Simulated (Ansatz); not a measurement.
Input

```
crystal:
  lattice:
    - [0.0, 3.3174071563, 3.3174071563]
    - [3.3174071563, 0.0, 3.3174071563]
    - [3.3174071563, 3.3174071563, 0.0]
  atoms:
    - { symbol: In, position: [0.0, 0.0, 0.0] }
    - { symbol: Sb, position: [0.25, 0.25, 0.25] }
basis:
  ecutwfc: 420
kpoints:
  mp_grid: { grid: [14, 14, 14] }
  band_path:
    path:
      - [[0.0, 0.0, 0.0], [-0.5, -0.5, 0.0], [-0.375, -0.375, 0.25]]
      - [[-0.375, 0.0, 0.375], [0.0, 0.0, 0.0], [0.0, 0.0, 0.5], [-0.5, -0.25, 0.25], [-0.5, -0.5, 0.0]]
    npoints: 14
hamiltonian:
  xc: pbe
scf:
  occupations: { method: gaussian, width: 0.1 }
  n_extra_bands: 6
output:
  forces: true
  stress: true
  eigenvalues: true
  populations: true
  dos: { projected: true, de: 0.02, nscf_kmesh: { grid: [17, 17, 17] } }
  bader: true
  write_density: true
  write_potential: true
  elf: true
  volumetric_format: npy
```

Command:

```sh
ansatz run input.yaml --threads 1 --pin off --max-ram 2560MiB --backend cpu --events-out ev --progress --plain --runs-dir out
```

Below, planes, directions and counts refer to the conventional cell (a = 6.63 Å, b = 6.63 Å, c = 6.63 Å, α = 90.00°, β = 90.00°, γ = 90.00°).

Space group F-43m; a structure generated by program, which may or may not match a known phase.

These are results of DFT PBE, scalar-relativistic, plane waves, PAW (Ansatz), not measurements.

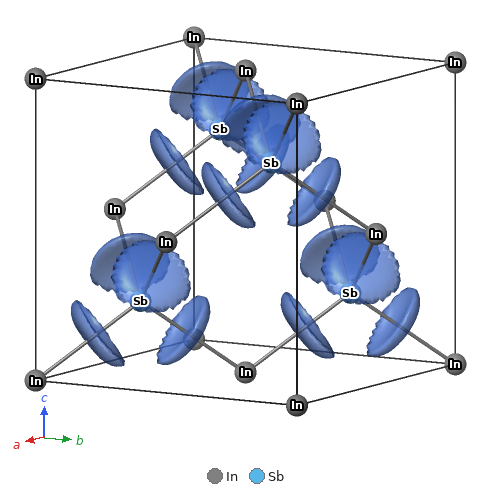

InSb. Isosurface of the electron localisation function at 0.6 (blue), seen at an oblique angle. Core shells and regions of very low density are left out. Sticks mark near contacts.

In a PAW calculation such maps are meaningful between the atoms, not at the nuclei.

### Identify the bonds, lone pairs and shells in this picture.

The ELF exceeds this value in 16 regions between bonded In–Sb atoms, counted in one cell of 8 atoms. Regions shared between cells count once. Profiles from the grid: In–Sb (2.87 Å): the ELF peaks at about 0.65 between the atoms.

### Which way does charge flow, and how much by Bader's partition?

Electrons move from In towards Sb. Bader charges: In +0.46 and Sb −0.46 e.
